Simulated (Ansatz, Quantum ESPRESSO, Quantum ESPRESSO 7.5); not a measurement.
**honeycomb AlN, 2 layers, AB' stacking: response to a perpendicular field**

How does honeycomb AlN, 2 layers, AB' stacking respond to a gate-like field without added charge?

Method: plane-wave DFT, PBE, SG15 norm-conserving pseudopotentials (geometry and cross-check by Ansatz 0.2.0 with PAW datasets; geometry under PBE-D3(BJ)), in Quantum ESPRESSO 7.5.

### Step 1. The structure

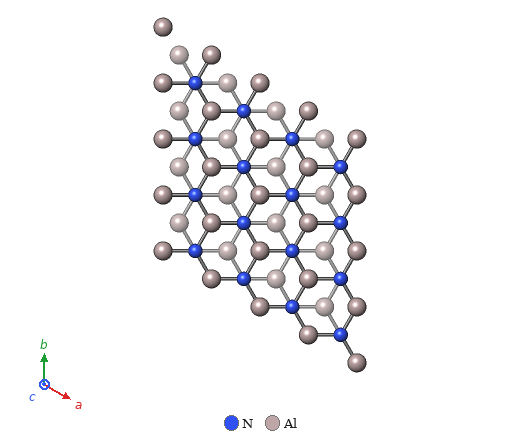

Start, viewed from above; nitrogen blue, aluminium light grey. 4×4×1 cells are drawn. Bonds to atoms that aren't drawn are left out. Some periodic images of atoms are drawn too.

The cell holds 4 atoms: 2 N and 2 Al. Its edges and angles: a = 3.130 Å, b = 3.130 Å, c = 20.300 Å, α = 90.0°, β = 90.0°, γ = 120.0°. It derives from AlN. Vacuum lies along c.

Structure file:

```cif
data_structure
_symmetry_space_group_name_H-M 'P 1'
_symmetry_Int_Tables_number 1
_cell_length_a 3.1300
_cell_length_b 3.1300
_cell_length_c 20.3000
_cell_angle_alpha 90.000
_cell_angle_beta 90.000
_cell_angle_gamma 120.000
_cell_volume 172.23
loop_
_atom_site_label
_atom_site_type_symbol
_atom_site_fract_x
_atom_site_fract_y
_atom_site_fract_z
_atom_site_occupancy
N1 N 0.66667 0.33333 0.41872 1
Al2 Al 0.33333 0.66667 0.41872 1
N3 N 0.66667 0.33333 0.58128 1
Al4 Al 0.00000 0.00000 0.58128 1
```

This sheet is a model structure: its symmetry is held, and its stability is not tested here.

### Step 2. Geometry from Ansatz

The geometry comes first, from a plane-wave PAW code, so that the later runs on this slab share one structure.

Contents of input.yaml:

```yaml
crystal:
  lattice:
    - [3.13, 0.0, 0.0]
    - [-1.565, 2.7106595138, 0.0]
    - [0.0, 0.0, 20.3]
  atoms:
    - { symbol: "N", position: [0.6666666667, 0.3333333333, 0.4187192118] }
    - { symbol: Al, position: [0.3333333333, 0.6666666667, 0.4187192118] }
    - { symbol: "N", position: [0.6666666667, 0.3333333333, 0.5812807882] }
    - { symbol: Al, position: [0.0, 0.0, 0.5812807882] }
kpoints:
  mp_grid: { grid: [12, 12, 1] }
hamiltonian:
  xc: pbe
  dispersion: d3bj
scf:
  occupations: { method: fermi_dirac, width: 0.05 }
  convergence: { dr2_threshold: 1.0e-08 }
efield:
  axis: 3
  dipole_correction: true
  ramp_position: 0.97
  ramp_width: 0.04
relax:
  f_tol: 0.01
  cell: { fix: [c, alpha, beta] }
output:
  write_potential: true
  write_density: true
  volumetric_format: npy
```

On the command line:

```console
$ ansatz run input.yaml --threads 4 --pin off --max-ram 8192MiB --backend cpu --events-out ev --progress --plain --runs-dir out
```

Numbers of over 12 decimals in the logs are rounded to 6 here.

Output:

```text
Warning: relax.cell: scf.convergence.dr2_threshold = 1e-8 eV is looser than the 4e-10 eV advised for a relaxation that steers and ends on the stress (1e-10 eV for each atom of the cell: 4). What an SCF threshold leaves in a stress goes as its square root, and in the free energy as the threshold itself, and one threshold admits the most on a small cell: [figures from the program's tests cut] Set scf.convergence.dr2_threshold to 4e-10 eV or tighter. The threshold is an SCF's pass mark: one that does not reach it within its budget of iterations ends unconverged, or closes short of it on a stop that the run arms, and scf.convergence.dr2_threshold's page says what that costs each kind of run
Engine: ansatz 0.2.0, aarch64-unknown-linux-gnu
Pseudopotentials: kind: paw
Pseudopotential: N, paw, valence charge 5, recommended cutoff 420 eV (normal), N.paw.azcp
Pseudopotential: Al, paw, valence charge 3, recommended cutoff 420 eV (normal), Al.paw.azcp
Functional definition: PBE
  parameter kappa = 0.804
  parameter beta = 0.066725
  exchange = pbe_x(kappa = kappa, mu = beta*pi^2/3)
  correlation = pbe_c(beta = beta)
Crystal: 4 atoms, lattice volume = 172.233 Å³
Basis set: ecut = 420 eV, 3343 PW (Γ), exchange–correlation on 48×48×288 points (8 copies of the dense FFT grid, shifted against one another)
Bands: 12, of which v1, the nominal top of the filled ones, is band 8 counted from 1 (7 counted from 0)
Symmetry: 6 space group operations
k-points: 19 of 144 (time reversal used)
Non-local potential: N, projectors of the file, l = 0: 2, l = 1: 2, l = 2: 1
Non-local potential: Al, projectors of the file, l = 0: 2, l = 1: 2, l = 2: 1
PAW form: soft (Blöchl's): semilocal exchange-correlation on the pseudo side does not see the compensation charge
PAW one-centre angular grid: N, 110 points (default); XC on 64 Gauss nodes
PAW one-centre angular grid: Al, 110 points (default); XC on 64 Gauss nodes
Initial density: superposition of atomic densities (neutral atoms: chi_scale 0, normalization atom), corrected by the library's trained network
Initial wavefunctions: pseudopotential atomic-orbital guess
Functional: x = pbe(κ = 0.804, μ = 0.219515), c = pbe(β = 0.066725)
SCF iter   1: F=—  HF=-1846.914080 eV  |F-HF|=—  |Δ(HF+E_count)|=         —  Δρ=2.00e-3  dr2=2.73e-2  ethr=1.77e-3  p=-0.000 e·Å  D=-1.43e-5 V/Å  ΔV_dip=0.00 eV  dr2_dipole=9.26e-11  V_vac-E_F(+/−)=3.68/3.68 eV  ⟨swp⟩=7.4  Hψ=1781  notcnv=0
efield: sawtooth ramp at fractional position 0.9700 (set: `efield.ramp_position`, or a place that a band, a saddle search or an elastic batch's reference lends), width 0.0400; the density the first Hamiltonian is built on has a dipole p = -0.000 e·Å; the dipole correction subtracts the counter field D = -1.43e-5 V/Å, which shifts the + side's vacuum level by +0.00 eV against the − side's; the planar-averaged density in the ramp window peaks in size at 4.6e-6 e/Å³
preconditioner: auto → none  [insulator: Δε(μ)=2.082 eV  Ē_g=10.523 eV  σ=0.050 eV  W_gap=1.00  n_scr=10 (ndim 8)  ℏωp=11.3 eV  f_vac=0.615  D(μ)=0.00/eV (n_scr^D=0)  ε∞_Penn≈2.2]
SCF iter   2: F=—  HF=-1846.911849 eV  |F-HF|=—  |Δ(HF+E_count)|=   2.23e-3  Δρ=1.15e-3  dr2=9.16e-3  ethr=1.71e-4  p=-0.000 e·Å  D=-7.34e-6 V/Å  ΔV_dip=0.00 eV  dr2_dipole=2.50e-12  V_vac-E_F(+/−)=3.95/3.95 eV  ⟨swp⟩=2.5  Hψ=563  notcnv=0
SCF iter   3: F=—  HF=-1846.909725 eV  |F-HF|=—  |Δ(HF+E_count)|=   2.12e-3  Δρ=5.77e-4  dr2=3.26e-4  ethr=5.72e-5  p=-0.000 e·Å  D=-7.11e-6 V/Å  ΔV_dip=0.00 eV  dr2_dipole=8.89e-11  V_vac-E_F(+/−)=3.85/3.85 eV  ⟨swp⟩=2.0  Hψ=378  notcnv=0
SCF iter   4: F=—  HF=-1846.910297 eV  |F-HF|=—  |Δ(HF+E_count)|=   5.72e-4  Δρ=2.08e-4  dr2=6.97e-5  ethr=2.04e-6  p=0.000 e·Å  D=8.34e-6 V/Å  ΔV_dip=-0.00 eV  dr2_dipole=4.43e-10  V_vac-E_F(+/−)=3.87/3.87 eV  ⟨swp⟩=2.4  Hψ=425  notcnv=0
SCF iter   5: F=—  HF=-1846.910082 eV  |F-HF|=—  |Δ(HF+E_count)|=   2.15e-4  Δρ=3.16e-5  dr2=2.53e-6  ethr=4.36e-7  p=-0.000 e·Å  D=-1.49e-6 V/Å  ΔV_dip=0.00 eV  dr2_dipole=4.30e-11  V_vac-E_F(+/−)=3.87/3.87 eV  ⟨swp⟩=2.0  Hψ=379  notcnv=0
SCF iter   6: F=—  HF=-1846.910078 eV  |F-HF|=—  |Δ(HF+E_count)|=   4.28e-6  Δρ=1.25e-5  dr2=1.71e-7  ethr=1.58e-8  p=0.000 e·Å  D=3.12e-6 V/Å  ΔV_dip=-0.00 eV  dr2_dipole=6.52e-11  V_vac-E_F(+/−)=3.87/3.87 eV  ⟨swp⟩=2.6  Hψ=368  notcnv=0
SCF iter   7: F=—  HF=-1846.910078 eV  |F-HF|=—  |Δ(HF+E_count)|=   4.02e-7  Δρ=2.94e-6  dr2=1.85e-8  ethr=1.07e-9  p=-0.000 e·Å  D=-7.18e-6 V/Å  ΔV_dip=0.00 eV  dr2_dipole=5.32e-10  V_vac-E_F(+/−)=3.88/3.88 eV  ⟨swp⟩=2.1  Hψ=353  notcnv=0
SCF iter   8: F=—  HF=-1846.910078 eV  |F-HF|=—  |Δ(HF+E_count)|=   1.01e-8  Δρ=1.80e-6  dr2=1.31e-8  ethr=6.25e-11  p=0.000 e·Å  D=1.74e-5 V/Å  ΔV_dip=-0.00 eV  dr2_dipole=2.52e-9  V_vac-E_F(+/−)=3.88/3.88 eV  ⟨swp⟩=8.6  Hψ=1346  notcnv=0
SCF iter   9: F=-1846.910078 eV  HF=-1846.910078 eV  |F-HF|=3.00e-11  |Δ(HF+E_count)|=   3.51e-9  Δρ=5.52e-7  dr2=7.74e-10  ethr=6.25e-11  p=-0.000 e·Å  D=-5.36e-7 V/Å  ΔV_dip=0.00 eV  dr2_dipole=7.76e-12  V_vac-E_F(+/−)=3.88/3.88 eV  ⟨swp⟩=7.9  Hψ=1258  notcnv=0
SCF 1 converged in 9 iterations: F = -1846.910078 eV  dr2 = 7.74e-10
  greatest PAW one-centre occupation: 0.791 electrons in one spin orbital (limit 2), on the N atom at site 2 (counted from 0), in its partial waves of l = 0
relax step   1: F+E_penalty+E_count = -1846.91007822 eV  Δ(F+E_penalty+E_count) = +0.000e0 eV  max|allowed force component| = 2.202e-1 eV/Å  Δτ_max = 0.0000 Å  P = -0.243 GPa  Ω = 172.233 Å³  fix = [c, alpha, beta]  reactions: c +0.847 GPa  (9 SCF iters, accepted)
Crystal: 4 atoms, lattice volume = 171.616 Å³
Initial density: handed on by an earlier stage of this run
Initial wavefunctions: those handed on with the density
SCF iter   1: F=—  HF=-1847.226093 eV  |F-HF|=—  |Δ(HF+E_count)|=         —  Δρ=1.64e-2  dr2=1.01e0  ethr=3.10e-3  p=-0.000 e·Å  D=-4.28e-7 V/Å  ΔV_dip=0.00 eV  dr2_dipole=6.12e-11  V_vac-E_F(+/−)=4.02/4.02 eV  ⟨swp⟩=7.4  Hψ=1613  notcnv=0
efield: sawtooth ramp at fractional position 0.9700 (set: `efield.ramp_position`, or a place that a band, a saddle search or an elastic batch's reference lends), width 0.0400; the density the first Hamiltonian is built on has a dipole p = -0.000 e·Å; the dipole correction subtracts the counter field D = -4.28e-7 V/Å, which shifts the + side's vacuum level by +0.00 eV against the − side's; the planar-averaged density in the ramp window peaks in size at 1.5e-7 e/Å³
[...]
SCF iter   6: F=—  HF=-1846.962419 eV  |F-HF|=—  |Δ(HF+E_count)|=   5.49e-6  Δρ=6.73e-6  dr2=8.14e-8  ethr=4.95e-8  p=0.000 e·Å  D=6.51e-6 V/Å  ΔV_dip=-0.00 eV  dr2_dipole=1.87e-11  V_vac-E_F(+/−)=3.94/3.94 eV  ⟨swp⟩=2.3  Hψ=365  notcnv=0
SCF iter   7: F=-1846.962419 eV  HF=-1846.962419 eV  |F-HF|=3.13e-9  |Δ(HF+E_count)|=   1.12e-7  Δρ=1.73e-6  dr2=5.94e-9  ethr=6.25e-11  p=-0.000 e·Å  D=-5.45e-6 V/Å  ΔV_dip=0.00 eV  dr2_dipole=7.46e-10  V_vac-E_F(+/−)=3.94/3.94 eV  ⟨swp⟩=9.3  Hψ=1458  notcnv=0
SCF 3 converged in 7 iterations: F = -1846.962419 eV  dr2 = 5.94e-9
relax step   3: F+E_penalty+E_count = -1846.96241945 eV  Δ(F+E_penalty+E_count) = -1.968e-3 eV  max|allowed force component| = 5.586e-2 eV/Å  Δτ_max = 0.0377 Å  P = -0.102 GPa  Ω = 171.318 Å³  energy of the carried Pulay correction = +6.635e-4 eV  fix = [c, alpha, beta]  reactions: c +0.032 GPa  (7 SCF iters, accepted)
[...]
relax step   4: F+E_penalty+E_count = -1846.96324267 eV  Δ(F+E_penalty+E_count) = -8.232e-4 eV  max|allowed force component| = 9.989e-3 eV/Å  Δτ_max = 0.0099 Å  P = -0.025 GPa  Ω = 171.120 Å³  energy of the carried Pulay correction = +8.079e-4 eV  fix = [c, alpha, beta]  reactions: c +0.018 GPa  (7 SCF iters, accepted)
[...]
relax step   5: F+E_penalty+E_count = -1846.96248231 eV  Δ(F+E_penalty+E_count) = +7.604e-4 eV  max|allowed force component| = 1.002e-2 eV/Å  Δτ_max = 0.0000 Å  P = -0.032 GPa  Ω = 171.120 Å³  fix = [c, alpha, beta]  reactions: c +0.013 GPa  stress off target by 5.44e-2 GPa on what of the cell is left free  SCF on the basis re-selected at this cell (its energy is not comparable with the rows above)  (4 SCF iters)
[...]
relax step   6: F+E_penalty+E_count = -1846.96260571 eV  Δ(F+E_penalty+E_count) = -1.234e-4 eV  max|allowed force component| = 7.603e-4 eV/Å  Δτ_max = 0.0067 Å  P = -0.001 GPa  Ω = 171.035 Å³  energy of the carried Pulay correction = +6.255e-5 eV  fix = [c, alpha, beta]  reactions: c -0.000 GPa  (6 SCF iters, accepted)
iter 1 solved again at ethr=1.42e-7 eV; its pass at ethr=3.10e-3 eV (dr2=2.27e-5 eV) is discarded
SCF iter   1: F=—  HF=-1846.962806 eV  |F-HF|=—  |Δ(HF+E_count)|=         —  Δρ=3.02e-6  dr2=1.14e-8  ethr=1.42e-7  p=-0.000 e·Å  D=-4.32e-6 V/Å  ΔV_dip=0.00 eV  dr2_dipole=8.59e-11  V_vac-E_F(+/−)=3.97/3.97 eV  ⟨swp⟩=4.2  Hψ=2551  notcnv=0
efield: sawtooth ramp at fractional position 0.9700 (set: `efield.ramp_position`, or a place that a band, a saddle search or an elastic batch's reference lends), width 0.0400; the density the first Hamiltonian is built on has a dipole p = -0.000 e·Å; the dipole correction subtracts the counter field D = -4.32e-6 V/Å, which shifts the + side's vacuum level by +0.00 eV against the − side's; the planar-averaged density in the ramp window peaks in size at 1.2e-7 e/Å³
preconditioner: auto → none  [insulator: Δε(μ)=2.294 eV  Ē_g=10.580 eV  σ=0.050 eV  W_gap=1.00  n_scr=10 (ndim 8)  ℏωp=11.4 eV  f_vac=0.603  D(μ)=0.00/eV (n_scr^D=0)  ε∞_Penn≈2.2]
SCF iter   2: F=—  HF=-1846.962582 eV  |F-HF|=—  |Δ(HF+E_count)|=   2.25e-4  Δρ=2.14e-6  dr2=7.13e-9  ethr=6.25e-11  p=0.000 e·Å  D=2.42e-6 V/Å  ΔV_dip=-0.00 eV  dr2_dipole=8.09e-11  V_vac-E_F(+/−)=3.97/3.97 eV  ⟨swp⟩=8.8  Hψ=1958  notcnv=0
SCF iter   3: F=-1846.962582 eV  HF=-1846.962582 eV  |F-HF|=6.04e-10  |Δ(HF+E_count)|=   1.26e-9  Δρ=9.44e-7  dr2=5.91e-10  ethr=4.46e-11  p=-0.000 e·Å  D=-1.40e-6 V/Å  ΔV_dip=0.00 eV  dr2_dipole=1.63e-12  V_vac-E_F(+/−)=3.97/3.97 eV  ⟨swp⟩=5.7  Hψ=1354  notcnv=0
SCF 7 converged in 3 iterations: F = -1846.962582 eV  dr2 = 5.91e-10
relax step   7: F+E_penalty+E_count = -1846.96258182 eV  Δ(F+E_penalty+E_count) = +2.389e-5 eV  max|allowed force component| = 7.114e-4 eV/Å  Δτ_max = 0.0000 Å  P = -0.001 GPa  Ω = 171.035 Å³  fix = [c, alpha, beta]  reactions: c -0.000 GPa  stress off target by 1.35e-3 GPa on what of the cell is left free  SCF on the basis re-selected at this cell (its energy is not comparable with the rows above)  (3 SCF iters)
basis re-selected at this cell: Δ(F+E_penalty+E_count) = +2.389e-5 eV, ΔP = -0.000 GPa vs the last step (what re-selecting the basis moved, of the pressure what is left beyond the Pulay correction that the steps carried, after the strain that the cell walked since its last selection, with what the two solves' SCF thresholds leave and, on support functions, any second-order correction that the steps lacked; it is no m [...]
WARN: The output density's exchange-correlation potential varies sharply where the density is thin. Do not read a vacuum level from v_tot or v_xc, or from such a field of the output density. On a cell that repeats whose density bears no net charge and no dipole along the vacuum's axis use v_es (v_loc + v_h of the components); under efield.dipole_correction with no amplitude use v_es + v_field, which holds any externa [...]
SCF converged after 3 iterations
Free energy (F): -1846.962582 eV
Harris-Foulkes:  -1846.962582 eV  (|F-HF|=6.04e-10)
Internal energy: -1846.962582 eV  (E = F + TS)
E sigma→0 (E₀):  -1846.962582 eV
Fermi energy:    -0.923471 eV
Dipole field:    D = 0.000000 V/Å  (p = 0.000000 e·Å, saw-weighted, corrected)
Work function:   Φ+ = 3.9748 eV   Φ− = 3.9748 eV
Levels:          The Fermi level and band energies are counted from a zero that moves with the ramp; work functions are not
--- Per-component energies (eV) ---
  E_band       = -113.065719
  E_kinetic    = 312.172601
  E_local      = -4832.075540  (includes V_loc(G=0)·N_el)
  E_nonlocal   = 112.142699
  E_hartree    = 2276.305907
  E_xc         = -200.378660
  E_vxc        = -211.277198  (∫ρ·V_xc dr)
  E_paw        = -1190.456758  (= ΣΔE_a)
  E_vpaw       = -46.640486  (= ΣTr[D̂ρ^β])
  E_aug_tail   = 0.000189  (compensation charges beyond the density's cutoff)
  E_efield     = 0.000000  (sawtooth field / dipole correction)
  E_vefield    = -0.000001  (∫n·V_field dr)
  E_ewald      = 1675.844267
  E_disp       = -0.517286  (pairwise vdW)
  E_smearing   = -0.000000  (= −TS)
  E_closure    = 0.000000  (closes the sum)
  Σ components = -1846.962582   (vs F -1846.962582, Δ=0.00e0)
--- Forces (eV/Å), atoms counted from 1 ---
  atom   1  N      0.00000000    -0.00000000    -0.00071227
  atom   2  Al     0.00000000     0.00000000    -0.00041926
  atom   3  N      0.00000000     0.00000000     0.00068503
  atom   4  Al     0.00000000    -0.00000000     0.00044291
  max |Σ_I F_I| component: 3.59e-6 eV/Å
--- Stress (GPa, compression-positive) ---
       -0.001349       0.000000       0.000000
        0.000000      -0.001349      -0.000000
        0.000000      -0.000000      -0.000210
  P = ⅓ Tr σ = -0.0010 GPa (-0.010 kbar)
--- Band table (eV; the first three rows and the last of 19) ---
  k-point 0: bands = [... 4 lower, -3.0612, -3.0612, -3.0366, -3.0366, 0.1832, 1.6089, 2.7678, 3.4598]
  k-point 1: bands = [... 4 lower, -3.4605, -3.3892, -3.1179, -3.0914, 0.4739, 1.8166, 2.8938, 3.6624]
  k-point 2: bands = [... 4 lower, -4.2805, -3.7295, -3.2669, -3.2360, 1.1074, 2.2951, 3.2078, 4.0086]
  k-point 18: bands = [... 4 lower, -5.9380, -5.9380, -2.5623, -2.1105, 3.3794, 3.3794, 5.3458, 5.3459]
--- Relaxed structure (5 steps of the walk, 5 accepted, 2 SCFs on fresh bases) ---
  F+E_penalty+E_count = -1846.96258182 eV   max|allowed force component| = 7.114e-4 eV/Å   (the final SCF, on the basis selected at the relaxed cell)
  cell:  # Å, volume = 171.0346 Å³
    - [3.119095, -8.071142072877336e-19, 0]
    - [-1.559548, 2.701216, 0]
    - [0, 0, 20.3]
  atoms:
    - { symbol: N, position: [0.666667, 0.333333, 0.407514] }
    - { symbol: Al, position: [0.333333, 0.666667, 0.408058] }
    - { symbol: N, position: [0.666667, 0.333333, 0.592486] }
    - { symbol: Al, position: [-3.7499314873743434e-17, -1.850371707600889e-17, 0.591942] }
```

Wall time 6.9 s (4 threads of Arm Neoverse V2, shared host); peak memory 0.4 GiB; 24 s of CPU time.

Step by step:

| step | energy less that of the first step (eV) | largest force component (eV/Å) | pressure (GPa) | volume (Å³) |
| --- | --- | --- | --- | --- |
| 1 | 0.0000 | 0.2202 | -0.24 | 172.23 |
| 2 | -0.0504 | 0.0789 | -0.21 | 171.62 |
| 3 | -0.0523 | 0.0559 | -0.10 | 171.32 |
| 4 | -0.0532 | 0.0100 | -0.03 | 171.12 |
| 5* | -0.0524 | 0.0100 | -0.03 | 171.12 |
| 6 | -0.0525 | 0.0008 | 0.00 | 171.03 |
| 7* | -0.0525 | 0.0007 | 0.00 | 171.03 |

Relaxation steps marked * repeat the geometry before them on a plane-wave basis chosen anew for their cell, so energy and pressure can jump there.

Forces are held to the 6 operations that the run works with; a distortion that breaks them can't arise in this run.

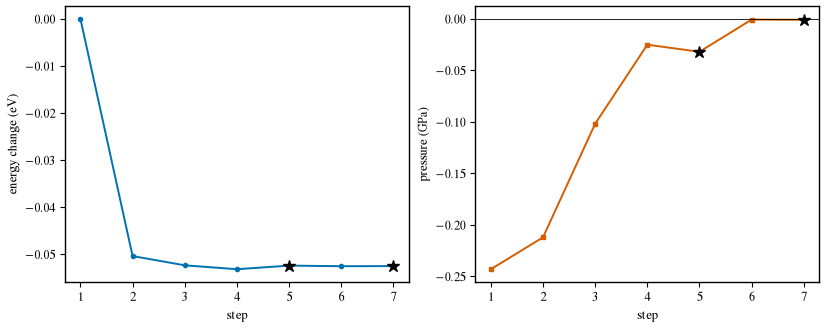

Energy and pressure along the relaxation. Stars mark steps on a basis chosen anew.

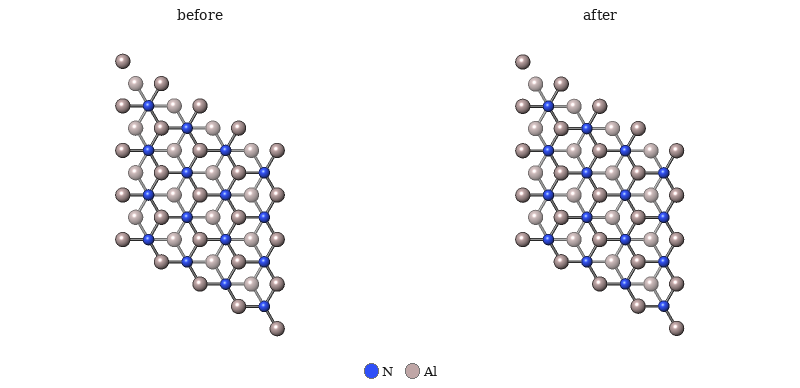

The structure before and after the relaxation, drawn at the same scale. Bonds to atoms that aren't drawn are left out.

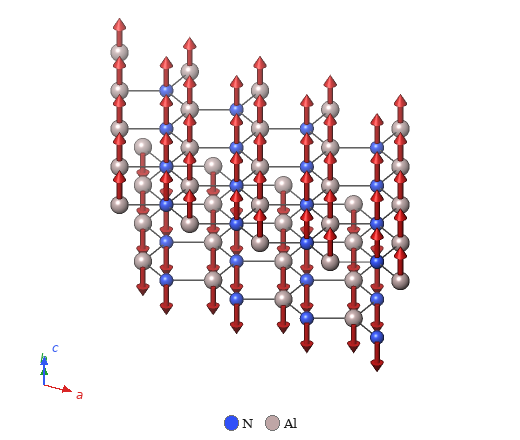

Displacements in the relaxation, exaggerated, measured against the changing cell; the longest in the cell stands for 0.23 Å. Bonds to atoms that aren't drawn are left out. 4×4×1 cells are drawn. Some periodic images of atoms are drawn too.

| cell as run | before | after | change |
| --- | --- | --- | --- |
| a (Å) | 3.130 | 3.119 | -0.3 % |
| b (Å) | 3.130 | 3.119 | -0.3 % |

The atoms that moved most (Å, along periodic axes as changes of fractional coordinates times the final cell, across vacuum about the mean position):

| atom | dx | dy | dz | length |
| --- | --- | --- | --- | --- |
| N3 | 0.000 | 0.000 | 0.227 | 0.227 |
| N1 | 0.000 | 0.000 | -0.227 | 0.227 |
| Al2 | 0.000 | 0.000 | -0.216 | 0.216 |
| Al4 | 0.000 | 0.000 | 0.216 | 0.216 |

The relaxed structure:

```cif
data_structure
_symmetry_space_group_name_H-M 'P 1'
_symmetry_Int_Tables_number 1
_cell_length_a 3.1191
_cell_length_b 3.1191
_cell_length_c 20.3000
_cell_angle_alpha 90.000
_cell_angle_beta 90.000
_cell_angle_gamma 120.000
_cell_volume 171.03
loop_
_atom_site_label
_atom_site_type_symbol
_atom_site_fract_x
_atom_site_fract_y
_atom_site_fract_z
_atom_site_occupancy
N1 N 0.66667 0.33333 0.40751 1
Al2 Al 0.33333 0.66667 0.40806 1
N3 N 0.66667 0.33333 0.59249 1
Al4 Al 0.00000 0.00000 0.59194 1
```

This step gave:

| Property | Result |
| --- | --- |
| free energy | -1846.9626 eV |
| Fermi energy | -0.9235 eV |
| gap by band count | 2.294 eV |
| symmetry operations | 6 |
| dipole along the normal | 4.30e-7 e·Å |
| vacuum level at the upper face over a Fermi level inside the gap | 3.975 eV |
| vacuum level at the lower face over a Fermi level inside the gap | 3.975 eV |

[end of part 1 of 5]

[Logs are printed without paths, hosts, clocks, repeated set-up lines and the standing remarks that a program may print on its own settings, such as how far it seeks lower states.]

[Hosts, paths, dates, database ids (printed as entryN), source tags and the programs' standing remarks are cut or masked in the printed files.]

[Maps of the electrostatic potential energy from Ansatz leave out the sawtooth potential of an applied field or a dipole correction, so their vacuum need not be flat; planar profiles and work functions include it.]
